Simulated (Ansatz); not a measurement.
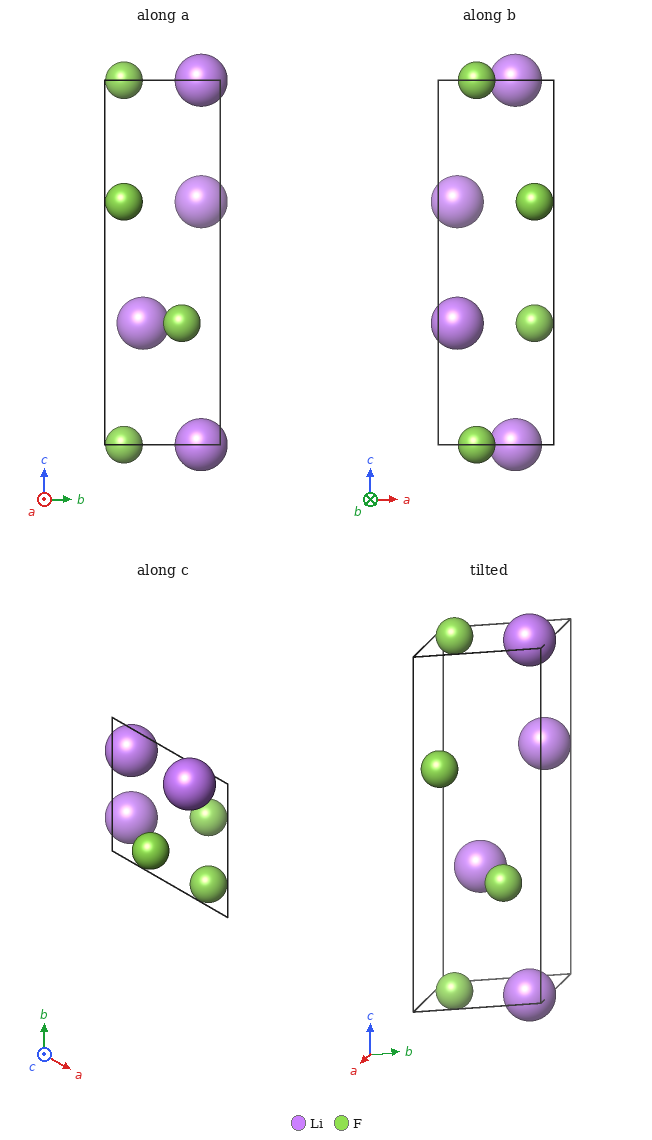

A spheres-only rendering, viewed along the a axis, along the b axis, along the c axis and slightly off an axis. The conventional unit cell is outlined; an atom on or near a face, edge or corner is repeated at each equivalent position.

Lattice parameters: a = 3.137 Å, b = 3.137 Å, c = 8.567 Å, α = 90.00°, β = 90.00°, γ = 120.00°. Put a along x and b in the xy plane.

Question: From the views, write a POSCAR file, with free fractional coordinates to two decimals.

Answer:
```
Li F
1.0
     3.137    0.000    0.000
    -1.568    2.716    0.000
     0.000    0.000    8.567
Li F
3 3
Direct
  0.17 0.83 0.6667
  0.17 0.33 0.3333
  0.67 0.83 0.00
  0.83 0.17 0.6667
  0.83 0.67 0.3333
  0.33 0.17 0.00
```

Starting structure: a structure type filled with these elements by a generator (whether the compound takes this form wasn't checked). The structure drawn was relaxed with DFT PBE, scalar-relativistic, plane waves, PAW in Ansatz 0.2.0.
